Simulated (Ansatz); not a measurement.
**A series of single points on Sb**

System: Sb (Fm-3m, 1 atom in the cell).
Method: Kohn-Sham DFT of a periodic cell, LDA, all-electron LAPW, scalar-relativistic, no spin polarisation (Ansatz 0.2.0).

The 7 runs differ only in the geometry, by an even scaling of the cell at fixed fractional positions. The structure derives from a Materials Project entry.

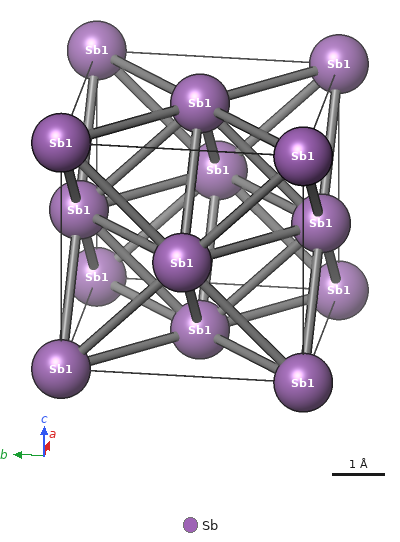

Figure 1. The structure of run 4 (ball-and-stick view of the cell 4 times as large as that of the calculation, set on its symmetry axes, seen at an oblique angle; atoms are numbered from 1 in the order of the input).

### Input of run 4
```yaml
crystal:
  lattice:
    - [0.0, 2.3712425216, 2.3712425216]
    - [2.3712425216, 0.0, 2.3712425216]
    - [2.3712425216, 2.3712425216, 0.0]
  atoms:
    - { symbol: Sb, position: [0.0, 0.0, 0.0] }
kpoints:
  mp_grid: { grid: [10, 10, 10] }
scf:
  occupations: { method: fermi_dirac, width: 0.05 }
hamiltonian:
  xc: lda
  pseudopotentials: { kind: all_electron, lapw: { basis_error: 0.001 } }
output:
  forces: true
  stress: true
  eigenvalues: true
```

Command:
```bash
ansatz run input.yaml --threads 1 --pin off --max-ram 3072MiB --backend cpu --events-out ev --progress --plain --runs-dir out
```

Run 5 differs from it as follows:
```diff
-    - [0.0, 2.3712425216, 2.3712425216]
-    - [2.3712425216, 0.0, 2.3712425216]
-    - [2.3712425216, 2.3712425216, 0.0]
+    - [0.0, 2.3869465721, 2.3869465721]
+    - [2.3869465721, 0.0, 2.3869465721]
+    - [2.3869465721, 2.3869465721, 0.0]
```

### Results, with one run withheld

| run | volume per atom (Å³) | free energy per atom, from the lowest run given (meV) | pressure (GPa) |
| --- | --- | --- | --- |
| 1 | 25.066 | 3.22 | 1.72 |
| 2 | 25.599 | 0.00 | 0.25 |
| 3 | 26.133 | 1.40 | −1.07 |
| 4 | 26.666 | 7.02 | −2.28 |
| 5 | 27.199 | ? | ? |
| 6 | 27.733 | 29.60 | −4.44 |
| 7 | 28.266 | 45.96 | −5.37 |

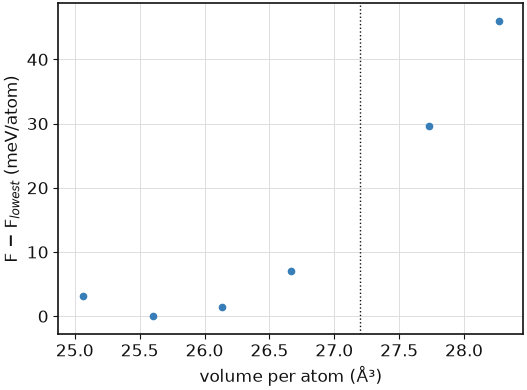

Figure 2. Free energy per atom of the runs given; the dotted line marks run 5.

Estimate the energy of run 5 from the others.

A cubic polynomial in V^(−2/3) (the Birch–Murnaghan form), fitted to the 6 runs given, misses them by at most 0.01 meV per atom. With x = V^(−2/3) − 0.11240 Å⁻², it reads F = 5.2858 − 4426.9 x + 9.2319e+05 x² − 3.6271e+06 x³ (meV per atom). At run 5 it gives 16.51 meV per atom, and the run itself gives 16.49. The slope of the fit gives a pressure −dF/dV of −3.41 GPa there, and the run prints −3.41 GPa. The fit has its minimum at 25.698 Å³ per atom, where V d²F/dV² gives 65.5 GPa: the bulk modulus at this level, since symmetry fixes the shape and the positions.

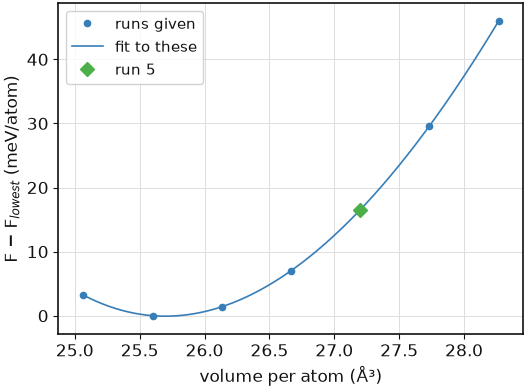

Figure 3. The fit and the withheld run.

### Output, shortened to warnings, some set-up lines, iterations and results (run 5)
```
Basis set: ecut = 153.4557755414917 eV, 113 PW (Γ), exchange–correlation at level 2
Symmetry: 48 space group operations
k-points: 47 of 1000
Initial density: superposition of atomic densities (chi_scale 0.1, normalization cell)
[...]
SCF iter   1: F=—  HF=-176219.397952 eV  |F-HF|=—  |Δ(HF+E_count)|=         —  Δρ=3.98e-3  dr2=2.79e-3  ethr=1.19e-5  ⟨swp⟩=4.0  Hψ=5508  notcnv=0
SCF iter   2: F=—  HF=-176219.387373 eV  |F-HF|=—  |Δ(HF+E_count)|=   1.06e-2  Δρ=2.30e-3  dr2=1.16e-3  ethr=1.19e-5  ⟨swp⟩=2.0  Hψ=2106  notcnv=0
SCF iter   3: F=—  HF=-176219.386220 eV  |F-HF|=—  |Δ(HF+E_count)|=   1.15e-3  Δρ=1.15e-3  dr2=3.73e-4  ethr=5.02e-6  ⟨swp⟩=2.0  Hψ=2106  notcnv=0
SCF iter   4: F=—  HF=-176219.386164 eV  |F-HF|=—  |Δ(HF+E_count)|=   5.63e-5  Δρ=6.17e-4  dr2=1.26e-4  ethr=1.62e-6  ⟨swp⟩=2.0  Hψ=2106  notcnv=0
SCF iter   5: F=—  HF=-176219.386174 eV  |F-HF|=—  |Δ(HF+E_count)|=   1.02e-5  Δρ=1.05e-4  dr2=3.44e-6  ethr=1.50e-8  ⟨swp⟩=2.0  Hψ=3587  notcnv=0
SCF iter   6: F=—  HF=-176219.386174 eV  |F-HF|=—  |Δ(HF+E_count)|=   1.05e-7  Δρ=3.07e-5  dr2=2.36e-7  ethr=1.50e-8  ⟨swp⟩=2.0  Hψ=2106  notcnv=0
SCF iter   7: F=-176219.386174 eV  HF=-176219.386174 eV  |F-HF|=2.30e-9  |Δ(HF+E_count)|=   2.60e-8  Δρ=7.84e-6  dr2=2.59e-8  ethr=1.03e-9  ⟨swp⟩=2.0  Hψ=2106  notcnv=0
SCF 1 converged in 7 iterations: F = -176219.386174 eV  dr2 = 2.59e-8
SCF converged after 7 iterations
Free energy (F): -176219.386174 eV
Harris-Foulkes:  -176219.386174 eV  (|F-HF|=2.30e-9)
Internal energy: -176219.380232 eV  (E = F + TS)
E sigma→0 (E₀):  -176219.383203 eV
Entropy (-TS):   -0.005942 eV (-5.942 meV/atom)
Fermi energy:    14.093476 eV
--- Per-component energies (eV) ---
  E_band       = -863.656762
  E_kinetic    = 185664.113623
  E_xc         = -4493.035393
  E_electrostatic = -357390.458462  (all electrons and nuclei)
  E_smearing   = -0.005942  (= −TS)
  E_closure    = 0.000000  (closes the sum)
  E_atoms      = -176214.878511  (free atoms, spherical and without spin; not in F)
  Σ components = -176219.386174   (vs F -176219.386174, Δ=0.00e0)
  Basis errors (estimates in eV, not in F): energy 2.1e-4 per atom: plane waves 2.1e-4 (1.1e-4 summed), levels above the bands 2.8e-86, relativity 2.4e-9, radial functions 3.3e-6, core shells 1.8e-11; eigenvalues (radial functions only) 2.2e-4; not estimated: angular momenta, meshes, grids; target …
--- Forces (eV/Å), atoms counted from 1 ---
  atom   1  Sb     0.00000000    -0.00000000    -0.00000000
  max |Σ_I F_I| component: 1.73e-31 eV/Å
--- Stress (GPa, compression-positive) ---
       -3.410070       0.000000      -0.000000
        0.000000      -3.410070      -0.000000
       -0.000000      -0.000000      -3.410070
  P = ⅓ Tr σ = -3.4101 GPa (-34.101 kbar)
```
